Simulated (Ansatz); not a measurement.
# Run report: Ti, geometry relaxation (part 1 of 3)

The run: geometry relaxation of Ti (slab, 24 atoms in the cell). Method and program: DFT PBE, scalar-relativistic, plane waves, PAW, no spin polarisation (Ansatz 0.2.0).

The structure derives from an entry of the Crystallography Open Database. The input holds or restrains some coordinates. Forces given for the steps count only the free coordinates. It belongs to a series of runs on one base structure; here: clean slab, lower half held. Figures and captions count atoms from 1; the log counts them from 0 in places.

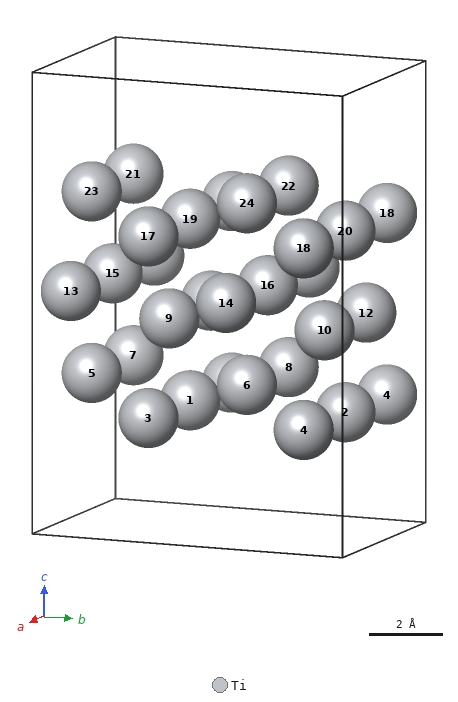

Figure 1. The input geometry (spheres-only view of the cell of the calculation, with the vacuum cut short, seen slightly off an axis; atoms are numbered from 1 in the order of the input). An atom can appear more than once, as a periodic image.

## Input file
```yaml
crystal:
  lattice:
    - [5.8769161223, 0.0, 0.0]
    - [0.0, 9.3012680293, 0.0]
    - [0.0, 0.0, 22.9378184341]
  atoms:
    - { symbol: Ti, position: [0.5, 0.375, 0.3705670626] }
    - { symbol: Ti, position: [0.5, 0.875, 0.3705670626] }
    - { symbol: Ti, position: [0.0, 0.375, 0.3705670626] }
    - { symbol: Ti, position: [0.0, 0.875, 0.3705670626] }
    - { symbol: Ti, position: [0.75, 0.125, 0.4075479019] }
    - { symbol: Ti, position: [0.75, 0.625, 0.4075479019] }
    - { symbol: Ti, position: [0.25, 0.125, 0.4075479019] }
    - { symbol: Ti, position: [0.25, 0.625, 0.4075479019] }
    - { symbol: Ti, position: [0.75, 0.375, 0.4815095804] }
    - { symbol: Ti, position: [0.75, 0.875, 0.4815095804] }
    - { symbol: Ti, position: [0.25, 0.375, 0.4815095804] }
    - { symbol: Ti, position: [0.25, 0.875, 0.4815095804] }
    - { symbol: Ti, position: [0.0, 0.125, 0.5184904196] }
    - { symbol: Ti, position: [0.0, 0.625, 0.5184904196] }
    - { symbol: Ti, position: [0.5, 0.125, 0.5184904196] }
    - { symbol: Ti, position: [0.5, 0.625, 0.5184904196] }
    - { symbol: Ti, position: [0.0, 0.375, 0.5924520981] }
    - { symbol: Ti, position: [0.0, 0.875, 0.5924520981] }
    - { symbol: Ti, position: [0.5, 0.375, 0.5924520981] }
    - { symbol: Ti, position: [0.5, 0.875, 0.5924520981] }
    - { symbol: Ti, position: [0.25, 0.125, 0.6294329374] }
    - { symbol: Ti, position: [0.25, 0.625, 0.6294329374] }
    - { symbol: Ti, position: [0.75, 0.125, 0.6294329374] }
    - { symbol: Ti, position: [0.75, 0.625, 0.6294329374] }
basis:
  ecutwfc: 420
kpoints:
  mp_grid: { grid: [5, 3, 1] }
hamiltonian:
  xc: pbe
scf:
  occupations: { method: gaussian, width: 0.1 }
output:
  forces: true
  eigenvalues: true
  write_density: true
  write_potential: true
  elf: true
  volumetric_format: npy
relax:
  adjacent_minimum: "off"
  f_tol: 0.03
  max_steps: 70
  constraints: [{ sites: [0, 1, 2, 3, 4, 5, 6, 7, 8, 9, 10, 11] }]
efield:
  axis: 3
  dipole_correction: true
  ramp_width: 0.04
```

Run on 4 threads of Arm Neoverse V2, 24 GiB of memory available, shared host.

Launched with:
```bash
ansatz run input.yaml --threads 4 --pin off --max-ram 10240MiB --backend cpu --events-out ev --progress --plain --runs-dir out
```

## The program's output
```
Engine: ansatz 0.2.0, aarch64-unknown-linux-gnu
Pseudopotentials: kind: paw
Pseudopotential: Ti, paw, valence charge 12, recommended cutoff 420 eV (normal), Ti.paw.azcp
Functional definition: PBE
  parameter kappa = 0.804
  parameter beta = 0.06672455060314922
  exchange = pbe_x(kappa = kappa, mu = beta*pi^2/3)
  correlation = pbe_c(beta = beta)
Crystal: 24 atoms, lattice volume = 1253.845 Å³
Basis set: ecut = 420 eV, 24541 PW (Γ), exchange–correlation on 80×128×320 points (8 copies of the dense FFT grid, shifted against one another)
Bands: 173, of which v1, the nominal top of the filled ones, is band 144 counted from 1 (143 counted from 0)
Symmetry: 16 space group operations
k-points: 6 of 15
Non-local potential: Ti, projectors of the file, l = 0: 3, l = 1: 2, l = 2: 3, l = 3: 1
PAW form: soft (Blöchl's): semilocal exchange-correlation on the pseudo side does not see the compensation charge
PAW one-centre angular grid: Ti, 590 points (default); XC on 64 Gauss nodes
Initial density: superposition of atomic densities (neutral atoms: chi_scale 0, normalization atom), corrected by the library's trained network
Initial wavefunctions: pseudopotential atomic-orbital guess
Functional: x = pbe(κ = 0.804, μ = 0.2195149727645171), c = pbe(β = 0.06672455060314922)
SCF iter   1: F=—  HF=-59978.139807 eV  |F-HF|=—  |Δ(HF+E_count)|=         —  Δρ=7.05e-3  dr2=1.65e0  ethr=1.77e-3  p=-0.000 e·Å  D=-1.60e-14 V/Å  ΔV_dip=0.00 eV  dr2_dipole=2.51e-10  V_vac-E_F(+/−)=3.70/3.70 eV  ⟨swp⟩=10.0  Hψ=5064  notcnv=0
efield: sawtooth ramp at fractional position 0.9800 (placed from the atoms, in the widest stretch of the axis that holds none; the zero of the levels goes with the place), width 0.0400; the density the first Hamiltonian is built on has a dipole p = -0.000 e·Å; the dipole correction subtracts the counter field D = -1.60e-14 V/Å, which shifts the + side's vacuum level by +0.00 eV against the − side's; the planar-averaged density in the ramp window peaks in size at 2.9e-5 e/Å³
preconditioner: auto → LDOS  [metal: Δε(μ)=0.028 eV  Ē_g=2.031 eV  σ=0.100 eV  W_gap=0.16  n_scr=194 (ndim 8)  ℏωp=10.3 eV  f_vac=0.575  D(μ)=43.55/eV (n_scr^D=332)  β→1.0]
SCF iter   2: F=—  HF=-59978.125178 eV  |F-HF|=—  |Δ(HF+E_count)|=   1.46e-2  Δρ=3.27e-3  dr2=3.18e-1  ethr=5.72e-4  p=0.000 e·Å  D=2.52e-6 V/Å  ΔV_dip=-0.00 eV  dr2_dipole=2.81e-8  V_vac-E_F(+/−)=3.79/3.79 eV  ⟨swp⟩=2.8  Hψ=1590  notcnv=0  defer=27
SCF iter   3: F=—  HF=-59978.118880 eV  |F-HF|=—  |Δ(HF+E_count)|=   6.30e-3  Δρ=7.82e-4  dr2=2.04e-2  ethr=1.10e-4  p=0.000 e·Å  D=1.08e-6 V/Å  ΔV_dip=-0.00 eV  dr2_dipole=1.44e-8  V_vac-E_F(+/−)=3.79/3.79 eV  ⟨swp⟩=2.0  Hψ=1395  notcnv=0  defer=27
SCF iter   4: F=—  HF=-59978.120198 eV  |F-HF|=—  |Δ(HF+E_count)|=   1.32e-3  Δρ=2.11e-4  dr2=5.83e-4  ethr=7.08e-6  p=-0.000 e·Å  D=-2.51e-7 V/Å  ΔV_dip=0.00 eV  dr2_dipole=1.06e-10  V_vac-E_F(+/−)=3.79/3.79 eV  ⟨swp⟩=2.0  Hψ=1333  notcnv=0  defer=19
SCF iter   5: F=—  HF=-59978.120412 eV  |F-HF|=—  |Δ(HF+E_count)|=   2.14e-4  Δρ=6.66e-5  dr2=1.04e-4  ethr=2.02e-7  p=-0.000 e·Å  D=-7.13e-8 V/Å  ΔV_dip=0.00 eV  dr2_dipole=9.85e-11  V_vac-E_F(+/−)=3.79/3.79 eV  ⟨swp⟩=3.5  Hψ=2092  notcnv=0  defer=19
SCF iter   6: F=-59978.120492 eV  HF=-59978.120499 eV  |F-HF|=6.19e-6  |Δ(HF+E_count)|=   8.70e-5  Δρ=2.72e-5  dr2=1.78e-5  ethr=7.81e-9  p=-0.000 e·Å  D=-1.06e-7 V/Å  ΔV_dip=0.00 eV  dr2_dipole=3.57e-17  V_vac-E_F(+/−)=3.78/3.78 eV  ⟨swp⟩=25.2  Hψ=9925  notcnv=0
SCF 1 converged in 6 iterations: F = -59978.120492 eV  dr2 = 1.78e-5
  greatest PAW one-centre occupation: 0.999 electrons in one spin orbital (limit 2), on the Ti atom at site 15 (counted from 0), in its partial waves of l = 0
relax step   1: F+E_penalty+E_count = -59978.12049244 eV  Δ(F+E_penalty+E_count) = +0.000e0 eV  max|allowed force component| = 3.722e-1 eV/Å  Δτ_max = 0.0000 Å  (6 SCF iters, dr2 threshold 2.25e-5 eV, accepted)
Initial density: handed on by an earlier stage of this run
Initial wavefunctions: those handed on with the density
SCF iter   1: F=—  HF=-59978.931869 eV  |F-HF|=—  |Δ(HF+E_count)|=         —  Δρ=1.43e-2  dr2=1.59e1  ethr=3.10e-3  p=0.000 e·Å  D=2.80e-7 V/Å  ΔV_dip=-0.00 eV  dr2_dipole=1.20e-1  V_vac-E_F(+/−)=3.85/3.85 eV  ⟨swp⟩=5.0  Hψ=2426  notcnv=0  defer=1
efield: sawtooth ramp at fractional position 0.9800 (handed on by an earlier solve), width 0.0400; the density the first Hamiltonian is built on has a dipole p = 0.000 e·Å; the dipole correction subtracts the counter field D = 2.80e-7 V/Å, which shifts the + side's vacuum level by -0.00 eV against the − side's; the planar-averaged density in the ramp window peaks in size at 1.2e-6 e/Å³
preconditioner: auto → LDOS  [metal: Δε(μ)=0.004 eV  Ē_g=2.117 eV  σ=0.100 eV  W_gap=0.02  n_scr=194 (ndim 8)  ℏωp=10.3 eV  f_vac=0.589  D(μ)=42.70/eV (n_scr^D=324)  β→1.0]
SCF iter   2: F=—  HF=-59978.340596 eV  |F-HF|=—  |Δ(HF+E_count)|=   5.91e-1  Δρ=5.90e-3  dr2=8.65e-1  ethr=3.10e-3  p=0.020 e·Å  D=2.89e-3 V/Å  ΔV_dip=-0.07 eV  dr2_dipole=1.41e-1  V_vac-E_F(+/−)=3.72/3.79 eV  ⟨swp⟩=2.5  Hψ=1591  notcnv=0  defer=29
SCF iter   3: F=—  HF=-59978.282069 eV  |F-HF|=—  |Δ(HF+E_count)|=   5.85e-2  Δρ=2.17e-3  dr2=1.47e-1  ethr=3.00e-4  p=-0.021 e·Å  D=-3.07e-3 V/Å  ΔV_dip=0.07 eV  dr2_dipole=2.56e-4  V_vac-E_F(+/−)=3.84/3.77 eV  ⟨swp⟩=2.8  Hψ=1863  notcnv=0  defer=30
SCF iter   4: F=—  HF=-59978.261476 eV  |F-HF|=—  |Δ(HF+E_count)|=   2.06e-2  Δρ=7.77e-4  dr2=2.52e-2  ethr=5.11e-5  p=-0.026 e·Å  D=-3.78e-3 V/Å  ΔV_dip=0.09 eV  dr2_dipole=4.69e-3  V_vac-E_F(+/−)=3.85/3.76 eV  ⟨swp⟩=3.0  Hψ=1882  notcnv=0  defer=30
SCF iter   5: F=—  HF=-59978.261839 eV  |F-HF|=—  |Δ(HF+E_count)|=   3.63e-4  Δρ=2.23e-4  dr2=9.08e-4  ethr=8.75e-6  p=-0.038 e·Å  D=-5.42e-3 V/Å  ΔV_dip=0.12 eV  dr2_dipole=1.88e-4  V_vac-E_F(+/−)=3.88/3.75 eV  ⟨swp⟩=2.0  Hψ=1294  notcnv=0  defer=30
SCF iter   6: F=—  HF=-59978.262608 eV  |F-HF|=—  |Δ(HF+E_count)|=   7.68e-4  Δρ=8.68e-5  dr2=2.06e-4  ethr=3.15e-7  p=-0.044 e·Å  D=-6.35e-3 V/Å  ΔV_dip=0.15 eV  dr2_dipole=3.14e-5  V_vac-E_F(+/−)=3.89/3.75 eV  ⟨swp⟩=2.8  Hψ=1413  notcnv=0  defer=30
SCF iter   7: F=—  HF=-59978.262678 eV  |F-HF|=—  |Δ(HF+E_count)|=   7.01e-5  Δρ=5.20e-5  dr2=9.25e-5  ethr=7.17e-8  p=-0.048 e·Å  D=-7.00e-3 V/Å  ΔV_dip=0.16 eV  dr2_dipole=8.01e-7  V_vac-E_F(+/−)=3.91/3.75 eV  ⟨swp⟩=2.2  Hψ=1308  notcnv=0  defer=30
SCF iter   8: F=—  HF=-59978.262700 eV  |F-HF|=—  |Δ(HF+E_count)|=   2.26e-5  Δρ=2.83e-5  dr2=1.34e-5  ethr=3.21e-8  p=-0.052 e·Å  D=-7.52e-3 V/Å  ΔV_dip=0.17 eV  dr2_dipole=3.20e-8  V_vac-E_F(+/−)=3.92/3.75 eV  ⟨swp⟩=2.7  Hψ=1321  notcnv=0  defer=30
SCF iter   9: F=-59978.262701 eV  HF=-59978.262701 eV  |F-HF|=4.24e-7  |Δ(HF+E_count)|=   4.65e-7  Δρ=5.81e-6  dr2=6.89e-7  ethr=3.01e-9  p=-0.053 e·Å  D=-7.68e-3 V/Å  ΔV_dip=0.18 eV  dr2_dipole=8.60e-8  V_vac-E_F(+/−)=3.92/3.74 eV  ⟨swp⟩=27.5  Hψ=10572  notcnv=0
SCF 2 converged in 9 iterations: F = -59978.262701 eV  dr2 = 6.89e-7
relax step   2: F+E_penalty+E_count = -59978.26270123 eV  Δ(F+E_penalty+E_count) = -1.422e-1 eV  max|allowed force component| = 1.431e-1 eV/Å  Δτ_max = 0.1949 Å  (9 SCF iters, dr2 threshold 8.66e-6 eV, accepted)
SCF iter   1: F=—  HF=-59978.302862 eV  |F-HF|=—  |Δ(HF+E_count)|=         —  Δρ=3.02e-3  dr2=6.54e-1  ethr=2.28e-3  p=-0.053 e·Å  D=-7.68e-3 V/Å  ΔV_dip=0.18 eV  dr2_dipole=1.56e-4  V_vac-E_F(+/−)=3.91/3.73 eV  ⟨swp⟩=3.0  Hψ=1610  notcnv=0  defer=18
efield: sawtooth ramp at fractional position 0.9800 (handed on by an earlier solve), width 0.0400; the density the first Hamiltonian is built on has a dipole p = -0.053 e·Å; the dipole correction subtracts the counter field D = -7.68e-3 V/Å, which shifts the + side's vacuum level by +0.18 eV against the − side's; the planar-averaged density in the ramp window peaks in size at 6.9e-7 e/Å³
preconditioner: auto → LDOS  [metal: Δε(μ)=0.013 eV  Ē_g=2.074 eV  σ=0.100 eV  W_gap=0.07  n_scr=194 (ndim 8)  ℏωp=10.3 eV  f_vac=0.583  D(μ)=43.43/eV (n_scr^D=332)  β→1.0]
SCF iter   2: F=—  HF=-59978.277092 eV  |F-HF|=—  |Δ(HF+E_count)|=   2.58e-2  Δρ=1.29e-3  dr2=6.79e-2  ethr=2.27e-4  p=-0.051 e·Å  D=-7.32e-3 V/Å  ΔV_dip=0.17 eV  dr2_dipole=7.34e-3  V_vac-E_F(+/−)=3.92/3.75 eV  ⟨swp⟩=1.8  Hψ=1245  notcnv=0  defer=18
SCF iter   3: F=—  HF=-59978.276781 eV  |F-HF|=—  |Δ(HF+E_count)|=   3.11e-4  Δρ=4.04e-4  dr2=7.64e-3  ethr=2.36e-5  p=-0.046 e·Å  D=-6.64e-3 V/Å  ΔV_dip=0.15 eV  dr2_dipole=3.03e-4  V_vac-E_F(+/−)=3.90/3.75 eV  ⟨swp⟩=2.0  Hψ=1694  notcnv=0  defer=18
SCF iter   4: F=—  HF=-59978.276458 eV  |F-HF|=—  |Δ(HF+E_count)|=   3.24e-4  Δρ=1.53e-4  dr2=5.32e-4  ethr=2.65e-6  p=-0.045 e·Å  D=-6.43e-3 V/Å  ΔV_dip=0.15 eV  dr2_dipole=1.45e-6  V_vac-E_F(+/−)=3.89/3.75 eV  ⟨swp⟩=2.7  Hψ=1753  notcnv=0  defer=18
SCF iter   5: F=—  HF=-59978.277091 eV  |F-HF|=—  |Δ(HF+E_count)|=   6.33e-4  Δρ=5.12e-5  dr2=4.46e-5  ethr=1.85e-7  p=-0.043 e·Å  D=-6.15e-3 V/Å  ΔV_dip=0.14 eV  dr2_dipole=3.22e-10  V_vac-E_F(+/−)=3.89/3.75 eV  ⟨swp⟩=3.3  Hψ=1771  notcnv=0  defer=17
SCF iter   6: F=—  HF=-59978.277118 eV  |F-HF|=—  |Δ(HF+E_count)|=   2.67e-5  Δρ=2.47e-5  dr2=1.30e-5  ethr=1.55e-8  p=-0.041 e·Å  D=-5.95e-3 V/Å  ΔV_dip=0.14 eV  dr2_dipole=2.70e-6  V_vac-E_F(+/−)=3.89/3.75 eV  ⟨swp⟩=2.5  Hψ=1471  notcnv=0  defer=17
SCF iter   7: F=—  HF=-59978.277124 eV  |F-HF|=—  |Δ(HF+E_count)|=   5.90e-6  Δρ=9.79e-6  dr2=2.70e-6  ethr=4.50e-9  p=-0.040 e·Å  D=-5.80e-3 V/Å  ΔV_dip=0.13 eV  dr2_dipole=1.42e-8  V_vac-E_F(+/−)=3.88/3.75 eV  ⟨swp⟩=2.0  Hψ=1335  notcnv=0  defer=17
SCF iter   8: F=-59978.277124 eV  HF=-59978.277124 eV  |F-HF|=4.39e-8  |Δ(HF+E_count)|=   8.52e-7  Δρ=3.70e-6  dr2=4.39e-7  ethr=4.44e-10  p=-0.040 e·Å  D=-5.73e-3 V/Å  ΔV_dip=0.13 eV  dr2_dipole=4.30e-9  V_vac-E_F(+/−)=3.88/3.75 eV  ⟨swp⟩=23.0  Hψ=8809  notcnv=0
SCF 3 converged in 8 iterations: F = -59978.277124 eV  dr2 = 4.39e-7
  Residual-converged pass: ⟨swp⟩=1.0  Hψ=1062  notcnv=0  max |occ|·‖R‖ = 7.0e-9 eV (tolerance 1.0e-8 eV)  dr2=4.39e-7  dr2_onsite=9.65e-9  max |Δocc| = 3.3e-11
relax step   3: F+E_penalty+E_count = -59978.27712443 eV  Δ(F+E_penalty+E_count) = -1.442e-2 eV  max|allowed force component| = 1.577e-2 eV/Å  Δτ_max = 0.0418 Å  (8 SCF iters, dr2 threshold 1.28e-6 eV, accepted)
iter 1 solved again at ethr=1.73e-10 eV; its pass at ethr=3.10e-3 eV (dr2=4.99e-7 eV) is discarded
SCF iter   1: F=—  HF=-59978.276587 eV  |F-HF|=—  |Δ(HF+E_count)|=         —  Δρ=3.96e-6  dr2=5.00e-7  ethr=1.73e-10  p=-0.040 e·Å  D=-5.73e-3 V/Å  ΔV_dip=0.13 eV  dr2_dipole=4.20e-9  V_vac-E_F(+/−)=3.88/3.75 eV  ⟨swp⟩=1.0  Hψ=2436  notcnv=0
efield: sawtooth ramp at fractional position 0.9800 (handed on by an earlier solve), width 0.0400; the density the first Hamiltonian is built on has a dipole p = -0.040 e·Å; the dipole correction subtracts the counter field D = -5.73e-3 V/Å, which shifts the + side's vacuum level by +0.13 eV against the − side's; the planar-averaged density in the ramp window peaks in size at 6.6e-7 e/Å³
preconditioner: auto → LDOS  [metal: Δε(μ)=0.022 eV  Ē_g=2.077 eV  σ=0.100 eV  W_gap=0.12  n_scr=194 (ndim 8)  ℏωp=10.3 eV  f_vac=0.584  D(μ)=44.00/eV (n_scr^D=332)  β→1.0]
SCF iter   2: F=—  HF=-59978.277125 eV  |F-HF|=—  |Δ(HF+E_count)|=   5.38e-4  Δρ=2.10e-6  dr2=7.67e-8  ethr=3.47e-11  p=-0.040 e·Å  D=-5.72e-3 V/Å  ΔV_dip=0.13 eV  dr2_dipole=4.35e-10  V_vac-E_F(+/−)=3.88/3.75 eV  ⟨swp⟩=10.3  Hψ=7410  notcnv=0
SCF iter   3: F=-59978.277125 eV  HF=-59978.277125 eV  |F-HF|=3.74e-9  |Δ(HF+E_count)|=   5.10e-8  Δρ=1.09e-6  dr2=2.87e-8  ethr=2.66e-11  p=-0.040 e·Å  D=-5.72e-3 V/Å  ΔV_dip=0.13 eV  dr2_dipole=6.91e-13  V_vac-E_F(+/−)=3.88/3.75 eV  ⟨swp⟩=8.8  Hψ=6897  notcnv=0
SCF 4 converged in 3 iterations: F = -59978.277125 eV  dr2 = 2.87e-8
relax step   4: F+E_penalty+E_count = -59978.27712476 eV  Δ(F+E_penalty+E_count) = -3.333e-7 eV  max|allowed force component| = 1.579e-2 eV/Å  Δτ_max = 0.0000 Å  (3 SCF iters, accepted)
```

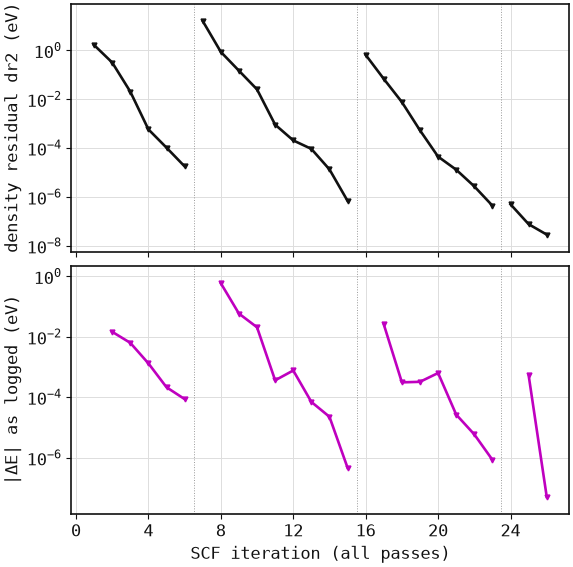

Figure 2. Convergence of the self-consistent field: density residual dr2 and size of the energy change against the SCF iteration. The dotted lines part the SCF passes of the relaxation: geometry steps, rejected trials and re-solves on a re-selected basis. The passes take 6, 9, 8 and 3 iterations.
